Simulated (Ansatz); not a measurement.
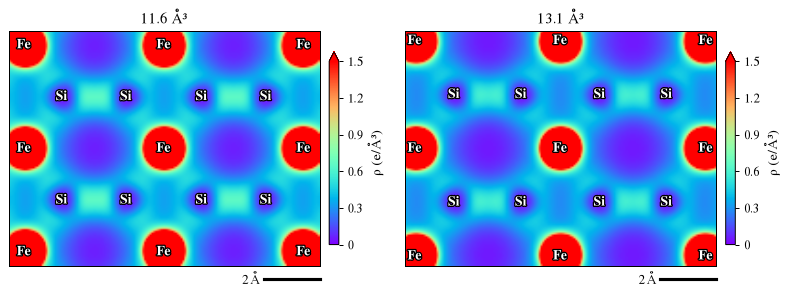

FeSi₂. The valence electron density of cells scaled evenly to different volumes (given per atom above each panel), on the (11̄0) plane of each (indices in the axes of the cell below), at one length scale and on one colour scale.

The program warned that a starting moment wasn't kept; spin-polarised.

These are results of Ansatz, Kohn-Sham DFT of a periodic cell, r2SCAN, Ansatz PAW, not measurements.

The largest cell:

```
Fe Si
1.0
     2.73664    0.00000    0.00000
     0.00000    2.73664    0.00000
     0.00000    0.00000    5.22857
Fe Si
1 2
Direct
  0.00000 0.00000 0.00000
  0.50000 0.50000 0.73000
  0.50000 0.50000 0.27000
```

| volume (Å³/atom) | Fe–Si contact in the plane (Å) | ρ at its midpoint (e/Å³) | pressure (GPa) | 
| --- | --- | --- | --- |
| 11.57 | 2.301 | 0.502 | 13.3 | 
| 12.31 | 2.349 | ? | ? | 
| 13.05 | 2.395 | 0.431 | −11.4 | 

Q: Estimate the missing row, and compare with the calculation.

A: Over the known rows ln ρ falls by 1.62 per Å of Fe–Si distance (the line through the two), which gives 0.464 e/Å³ at 2.349 Å; the calculation gives 0.464 e/Å³. For the pressure, a straight line in volume between the neighbouring rows gives 1.0 GPa; the calculation gives −1.0, lower because pressure rises ever faster on compression.
